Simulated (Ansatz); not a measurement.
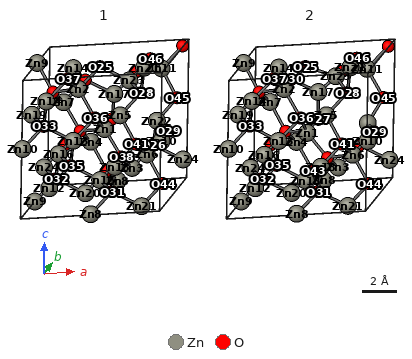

Two geometries of a defect cell of composition Zn$_{24}$O$_{23}$ (cell charge +1) (coarse preliminary run), drawn at one scale. One is the start of a relaxation, the other its converged end. The picture is a ball-and-stick view of the cell of the calculation (origin shifted), seen slightly off an axis.

These are results of DFT PBE, scalar-relativistic, plane waves, PAW (Ansatz 0.2.0), not measurements. (plane-wave cutoff 420 eV; k-point mesh 1 × 1 × 1; occupations gaussian; smearing width 0.01 eV; collinear spin; atoms relaxed in a fixed cell; force threshold 0.025 eV/Å; at most 45 steps)

Q: Which of the two is the end point?

A: Structure 2 is the relaxed one. Case: O vacancy (site b), charge +1, atoms relaxed at the host's cell. The atom that moves furthest is a Zn atom (0.34 Å along [−1 −1 −1]). Largest moves by element: Zn 0.34 Å, O 0.04 Å. The cell stays as it was. Among the contacts that change: O–Zn 1.963 → 1.919 Å, O–Zn 1.996 → 1.975 Å, O–Zn 2.027 → 2.041 Å, O–Zn 2.010 → 2.016 Å. Bond angles that change, for instance: Zn–O–Zn 108.7° → 98.4°, Zn–O–Zn 106.7° → 96.9°, Zn–O–Zn 108.5° → 99.6°. Over 4 accepted moves (5 points after the start) the energy falls by 0.377 eV per cell of the calculation. The largest force component goes from 0.58 to 0.0074 eV/Å. 1 step only repeated the SCF at the same geometry. Cost: 2.7 min on 4 threads of Intel(R) Xeon(R) Processor @ 2.50GHz (Skylake/Cascade Lake) (shared host), peak memory 1.2 GiB.

Limits of the set-up: the periodic images lie only 8.4 Å apart, so the values are limited by the cell's size; the cell is charged, on a uniform background, and energies carry no finite-size correction.
